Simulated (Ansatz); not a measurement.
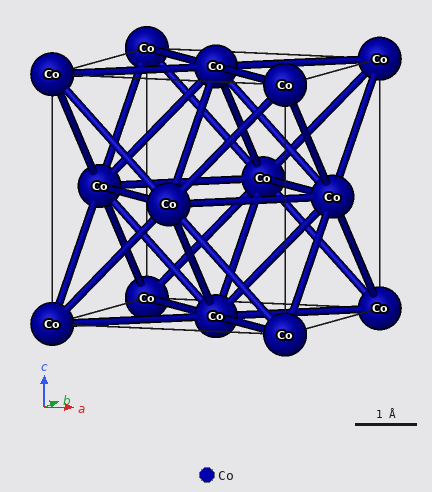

Fig. 1: The structure as given in the input (ball-and-stick view of the cell 4 times as large as that of the calculation, set on its symmetry axes, seen slightly off an axis).

Co: single-point calculation

System: Co (Fm-3m, 1 atom in the cell).
Method: DFT PBE, scalar-relativistic, plane waves, PAW, spin-polarised (Ansatz 0.2.0).

The structure was made by swapping elements on the sites of another compound; it need not be a known phase. It belongs to a series of runs on one base structure; here: Cd -> Co on all its sites, cell and atoms relaxed. Figures and captions count atoms from 1; the log counts them from 0 in places.

### The program's output
```
Engine: ansatz 0.2.0, aarch64-unknown-linux-gnu
Pseudopotentials: kind: paw
Pseudopotential: Co, paw, valence charge 17, recommended cutoff 420 eV (normal), Co.paw.azcp
Functional definition: PBE
  parameter kappa = 0.804
  parameter beta = 0.06672455060314922
  exchange = pbe_x(kappa = kappa, mu = beta*pi^2/3)
  correlation = pbe_c(beta = beta)
Crystal: 1 atoms, lattice volume = 17.482 Å³
Basis set: ecut = 420 eV, 331 PW (Γ), exchange–correlation on 40×40×40 points (8 copies of the dense FFT grid, shifted against one another)
Bands: 14, of which v1, the nominal top of the filled ones, is band 9 counted from 1 (8 counted from 0)
Symmetry: 48 space group operations
Space group: Fm-3m (ITA 225), of the structure as read, at distance tolerance 2.6e-5 Å
Magnetic group: BNS 225.116 (UNI 1618), of the structure as read, at distance tolerance 2.6e-5 Å
k-points: 29 of 512
Non-local potential: Co, projectors of the file, l = 0: 3, l = 1: 2, l = 2: 3, l = 3: 1
PAW form: soft (Blöchl's): semilocal exchange-correlation on the pseudo side does not see the compensation charge
PAW one-centre angular grid: Co, 590 points (default); XC on 64 Gauss nodes
Initial density: superposition of atomic densities (chi_scale 0.1, normalization cell)
Starting moments: Σ|m| = 3 μB on 1 of 1 site
Initial wavefunctions: pseudopotential atomic-orbital guess
Functional: x = pbe(κ = 0.804, μ = 0.2195149727645171), c = pbe(β = 0.06672455060314922)
iter 1 solved again at ethr=8.48e-4 eV; its pass at ethr=3.10e-3 eV (dr2=1.44e-1 eV) is discarded
SCF iter   1: F=—  HF=-5124.956689 eV  |F-HF|=—  |Δ(HF+E_count)|=         —  Δρ=7.63e-2 (↑4.75e-2 ↓7.63e-2)  dr2=1.44e-1  dr2_m=5.98e-1  M=2.119 μB ∫|m|=2.234 μB  β_m=0.30  ethr=8.48e-4  ⟨swp⟩=1.0  Hψ=5277  notcnv=0
Mixer restart at iter 1: flushing history
preconditioner: auto → none  [metal: Δε(μ)=0.065 eV  Ē_g=11.766 eV  σ=0.100 eV  W_gap=0.35  n_scr=8 (ndim 8)  ℏωp=26.6 eV  f_vac=0.000  D(μ)=2.17/eV (n_scr^D=26)  sad-step TF]
spin-set hold released at iteration 1 (the charge has settled, or the pull on large starting moments outlasts its swing): the magnetisation degrees of freedom join the quasi-Newton model from the next iteration; the mixer history was flushed
SCF iter   2: F=—  HF=-5124.995995 eV  |F-HF|=—  |Δ(HF+E_count)|=   3.93e-2  Δρ=4.31e-2 (↑4.31e-2 ↓3.99e-2)  dr2=6.76e-3  dr2_m=2.69e-1  M=2.130 μB ∫|m|=2.265 μB  β_m=0.52  ethr=8.48e-4  ⟨swp⟩=2.3  Hψ=1333  notcnv=0
SCF iter   3: F=—  HF=-5125.174184 eV  |F-HF|=—  |Δ(HF+E_count)|=   1.78e-1  Δρ=6.37e-2 (↑1.53e-2 ↓6.37e-2)  dr2=6.12e-1  dr2_m=1.22e-1  M=1.951 μB ∫|m|=2.128 μB  β_m=0.52  ethr=3.98e-5  ⟨swp⟩=2.1  Hψ=1861  notcnv=0  defer=7
SCF iter   4: F=—  HF=-5125.084442 eV  |F-HF|=—  |Δ(HF+E_count)|=   8.97e-2  Δρ=5.10e-3 (↑1.84e-3 ↓5.10e-3)  dr2=1.13e-3  dr2_m=1.00e-3  M=2.010 μB ∫|m|=2.217 μB  β_m=0.69  ethr=3.98e-5  ⟨swp⟩=2.2  Hψ=1790  notcnv=0  defer=29
SCF iter   5: F=—  HF=-5125.088335 eV  |F-HF|=—  |Δ(HF+E_count)|=   3.89e-3  Δρ=4.79e-3 (↑1.17e-3 ↓4.79e-3)  dr2=2.48e-3  dr2_m=7.21e-4  M=2.014 μB ∫|m|=2.226 μB  β_m=0.84  ethr=6.67e-6  ⟨swp⟩=2.0  Hψ=1601  notcnv=0  defer=28
SCF iter   6: F=—  HF=-5125.090895 eV  |F-HF|=—  |Δ(HF+E_count)|=   2.56e-3  Δρ=1.55e-3 (↑1.96e-4 ↓1.55e-3)  dr2=2.68e-4  dr2_m=9.27e-5  M=2.010 μB ∫|m|=2.223 μB  β_m=0.83  ethr=6.67e-6  ⟨swp⟩=2.0  Hψ=1300  notcnv=0  defer=28
SCF iter   7: F=—  HF=-5125.091220 eV  |F-HF|=—  |Δ(HF+E_count)|=   3.25e-4  Δρ=2.38e-3 (↑8.80e-4 ↓2.38e-3)  dr2=1.15e-3  dr2_m=9.68e-5  M=2.007 μB ∫|m|=2.219 μB  β_m=0.92  ethr=1.58e-6  ⟨swp⟩=2.8  Hψ=1286  notcnv=0  defer=28
SCF iter   8: F=—  HF=-5125.091089 eV  |F-HF|=—  |Δ(HF+E_count)|=   1.32e-4  Δρ=1.13e-4 (↑1.13e-4 ↓1.01e-4)  dr2=2.87e-7  dr2_m=1.69e-6  M=2.010 μB ∫|m|=2.222 μB  β_m=0.96  ethr=1.58e-6  ⟨swp⟩=2.0  Hψ=1031  notcnv=0  defer=28
SCF iter   9: F=—  HF=-5125.091090 eV  |F-HF|=—  |Δ(HF+E_count)|=   1.54e-6  Δρ=3.23e-5 (↑3.23e-5 ↓1.69e-5)  dr2=3.72e-8  dr2_m=7.53e-8  M=2.010 μB ∫|m|=2.221 μB  β_m=0.98  ethr=5.88e-10  ⟨swp⟩=7.6  Hψ=3913  notcnv=0
iter 10 met the thresholds in force, and the SCF goes on: an eigenvalue changes by 0.65 meV, over its tolerance of 0.50 meV (output.eigenvalues, Limitations)
SCF iter  10: F=-5125.091091 eV  HF=-5125.091091 eV  |F-HF|=6.17e-9  |Δ(HF+E_count)|=   1.11e-7  Δρ=1.67e-5 (↑2.29e-6 ↓1.67e-5)  dr2=2.14e-8  dr2_m=1.15e-8  M=2.010 μB ∫|m|=2.221 μB  β_m=0.98  ethr=2.19e-10  ⟨swp⟩=2.4  Hψ=2760  notcnv=0
SCF iter  11: F=-5125.091091 eV  HF=-5125.091091 eV  |F-HF|=2.18e-11  |Δ(HF+E_count)|=   9.33e-9  Δρ=6.81e-7 (↑6.81e-7 ↓5.51e-7)  dr2=2.92e-11  dr2_m=1.31e-11  M=2.010 μB ∫|m|=2.221 μB  ethr=1.26e-10  ⟨swp⟩=2.1  Hψ=2489  notcnv=0
SCF 1 converged in 11 iterations: F = -5125.091091 eV  dr2 = 2.92e-11
  greatest PAW one-centre occupation: 1.002 electrons in one spin orbital (limit 2), on the Co atom at site 0 (counted from 0), in its partial waves of l = 1
```

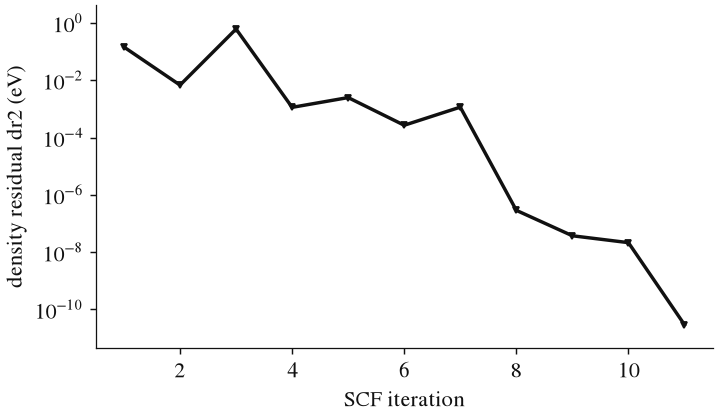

Fig. 2: Convergence of the self-consistent field: density residual dr2 against the SCF iteration. The residual falls unevenly and jumps up by a factor of two or more 3 times on the way down.

```
SCF converged after 11 iterations
an eigenvalue changed by more than its tolerance at an iteration that met the thresholds in force, so the SCF went on 1 time: the last check found none over its tolerance
Magnetization: 2.0099 μB (9.5050 up, 7.4950 down)
Absolute magnetization: 2.2209 μB (∫|ρ↑−ρ↓|, with the PAW one-centre terms)
Spin contamination: 0.0584 ħ² per cell (⟨S²⟩ above its minimum at these occupations)
Per-site moments (μB) at R_I (Å): [(2.1003621804322137, 1.201696144235996)]
Free energy (F): -5125.091091 eV
Harris-Foulkes:  -5125.091091 eV  (|F-HF|=2.18e-11)
Internal energy: -5125.081179 eV  (E = F + TS)
E sigma→0 (E₀):  -5125.086135 eV
Entropy (-TS):   -0.009911 eV (-9.911 meV/atom)
Fermi energy:    10.296227 eV
--- Per-component energies (eV) ---
  E_band       = -382.763079
  E_kinetic    = 443.166703
  E_local      = -3485.853449  (includes V_loc(G=0)·N_el)
  E_nonlocal   = 459.281573
  E_hartree    = 1445.280070
  E_xc         = -154.433507
  E_vxc        = -198.940610  (∫ρ·V_xc dr)
  E_paw        = -1516.940394  (= ΣΔE_a)
  E_vpaw       = -490.977352  (= ΣTr[D̂ρ^β])
  E_aug_tail   = 0.000064  (compensation charges beyond the density's cutoff)
  E_ewald      = -2315.582238
  E_smearing   = -0.009911  (= −TS)
  E_closure    = 0.000000  (closes the sum)
  Σ components = -5125.091091   (vs F -5125.091091, Δ=0.00e0)
--- Forces (eV/Å), atoms counted from 1 ---
  atom   1  Co    -0.00000000     0.00000000     0.00000000
  max |Σ_I F_I| component: 2.05e-31 eV/Å
--- Stress (GPa, compression-positive) ---
      -30.970001       0.000000       0.000000
        0.000000     -30.970001       0.000000
       -0.000000      -0.000000     -30.970001
  P = ⅓ Tr σ = -30.9700 GPa (-309.700 kbar)
--- Band table (eV; the first three rows and the last of 58) ---
  k-point 0 ↑: bands = ["-85.9547", "-49.1820", "-49.1820", "-49.1820", "3.6331", "7.9076", "7.9076", "7.9076", "8.1105", "8.1105", "29.1738", "29.9816", "29.9816", "29.9816"]
  k-point 1 ↑: bands = ["-85.9539", "-49.1894", "-49.1831", "-49.1831", "4.0664", "7.8447", "7.9489", "7.9489", "8.1168", "8.1168", "25.3530", "29.1055", "29.1055", "29.3191"]
  k-point 2 ↑: bands = ["-85.9519", "-49.2072", "-49.1859", "-49.1859", "5.2547", "7.8074", "7.8573", "7.8573", "8.3344", "8.3344", "20.2542", "28.1089", "28.1089", "28.8942"]
  k-point 28 ↓: bands = ["-83.4609", "-46.7860", "-46.7860", "-46.7701", "8.9363", "9.1362", "9.1362", "10.6289", "10.9115", "15.9099", "15.9099", "17.3536", "17.8190", "33.0025"]
--- Löwdin populations: 1 site ---
  site symbol       q [e]    m [muB]
     0     Co     16.7513     2.1003
  spilling = 0.014628 (of n_electrons = 17.000000)
```

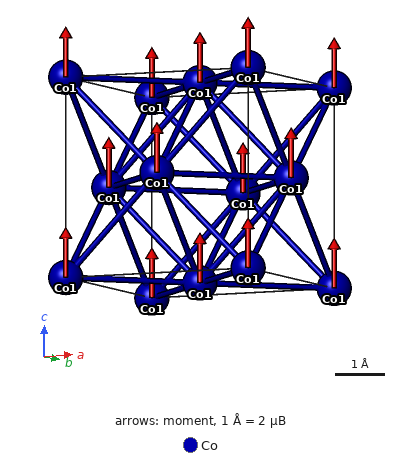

Fig. 3: Magnetic moments of the sites as red arrows (ball-and-stick view of the cell 4 times as large as that of the calculation, set on its symmetry axes, seen at an oblique angle; atoms are numbered from 1 in the order of the input); small moments hardly show. The run is collinear, so the axis drawn is arbitrary. Site moments: Co1 (2.10 μB). They are counted near the atoms and needn't add up to the moment of the cell.

The run was set up as follows.

### The input
```yaml
crystal:
  lattice:
    - [0.0, 2.0599454364, 2.0599454364]
    - [2.0599454364, 0.0, 2.0599454364]
    - [2.0599454364, 2.0599454364, 0.0]
  atoms:
    - { symbol: Co, position: [0.0, 0.0, 0.0], spin: 3.0 }
basis:
  ecutwfc: 420
kpoints:
  mp_grid: { grid: [8, 8, 8] }
hamiltonian:
  xc: pbe
scf:
  occupations: { method: gaussian, width: 0.1 }
  lower_state_search: "off"
output:
  forces: true
  stress: true
  eigenvalues: true
  populations: true
magnetization:
  spin_polarized: true
```

Launch command:
```bash
ansatz run input.yaml --threads 1 --pin off --max-ram 2560MiB --backend cpu --events-out ev --progress --plain --runs-dir out
```

### Key numbers

| quantity | value |
| --- | --- |
| outcome | converged |
| space group (tolerance 0.01 Å) | Fm-3m (225) |
| electrons treated | 17 |
| free energy | −5125.0911 eV |
| Fermi energy | 10.296 eV |
| gap on the k-point mesh | none (metallic) |
| net moment of the cell | 2.01 μB |
| integrated absolute moment | 2.22 μB |
| pressure | −30.97 GPa |
| largest force (length of the vector) | under 0.001 eV/Å |
| hardware | 1 thread of Arm Neoverse V2, 240 GiB of memory available, shared host |
| wall time | 1.7 s |
| peak memory | 0.3 GiB |

### Remarks

The cell is under a tension of 31 GPa at this level, so it is not at its equilibrium volume.
